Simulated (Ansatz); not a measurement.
**MgI2: density, localisation and related maps**

The calculation's input:

```
crystal:
  lattice:
    - [0.0, 3.7557205824, 3.7557205824]
    - [3.7557205824, 0.0, 3.7557205824]
    - [3.7557205824, 3.7557205824, 0.0]
  atoms:
    - { symbol: Mg, position: [0.0, 0.0, 0.0] }
    - { symbol: I, position: [0.25, 0.25, 0.25] }
    - { symbol: I, position: [0.75, 0.75, 0.75] }
kpoints:
  mp_grid: { grid: [6, 6, 6] }
  band_path:
    path:
      - [0.0, 0.0, 0.0]
      - [0.5, 0.0, 0.5]
      - [0.625, 0.25, 0.625]
      - [0.375, 0.375, 0.75]
      - [0.5, 0.5, 0.5]
      - [0.5, 0.25, 0.75]
      - [0.0, 0.5, 0.5]
    npoints: 1
hamiltonian:
  xc: lda
scf:
  occupations: { method: fixed }
  n_extra_bands: 4
output:
  forces: true
  stress: true
  eigenvalues: true
  write_density: true
  write_potential: true
  elf: true
  volumetric_format: npy
```

Command:

```sh
ansatz run input.yaml --threads 2 --pin off --max-ram 2211MiB --backend cpu --events-out ev --progress --plain --runs-dir out
```

Below, planes, directions and counts refer to the conventional cell (a = 7.51 Å, b = 7.51 Å, c = 7.51 Å, α = 90.00°, β = 90.00°, γ = 90.00°).

Space group Fm-3m; started from the fluorite prototype, which need not be the ambient phase; computed pressure about −2 GPa in this cell.

Theory: Ansatz, DFT, LDA, plane waves, PAW.

In a PAW calculation such maps are meaningful between the atoms, not at the nuclei.

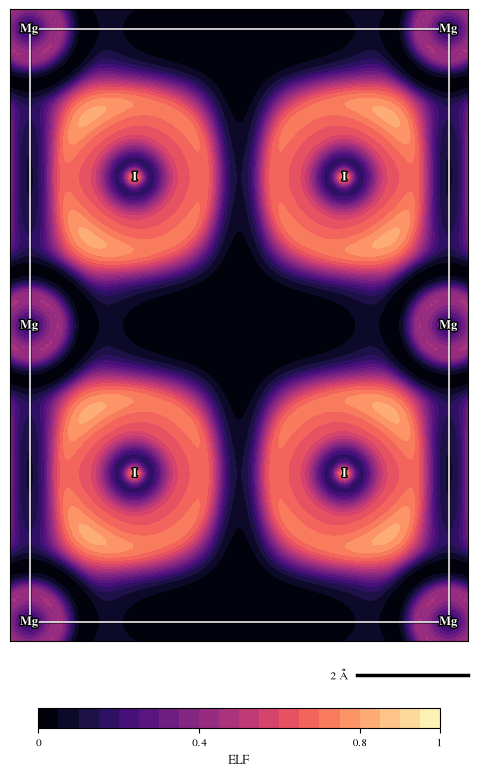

Figure 1. Electron localisation function on the (101) plane of the conventional cell.

> Interpret the plot.

The plane passes through Mg and I nuclei.
Mg–I (3.25 Å): the ELF peaks at about 0.80 in the valence shell of I, 1.3 Å from its nucleus, and falls to about 0 next to Mg (a largely ionic contact).

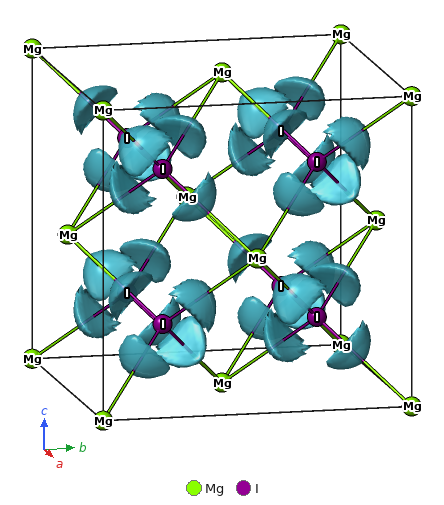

Figure 2. Isosurface of the ELF at 0.75 (cyan), seen at an oblique angle. Only the valence region is drawn (cores and ρ < 0.01 e/Å³ removed). Sticks mark near contacts.

> Describe the localisation domains.

The ELF exceeds this value in 32 lobes of the valence shell of I pointing towards Mg, counted in one cell of 12 atoms. Regions shared between cells count once.

> Metal or insulator at this level of theory?

It is gapped, with a Kohn–Sham gap of 0.43 eV on the k-point mesh, an upper bound to the gap of this method.
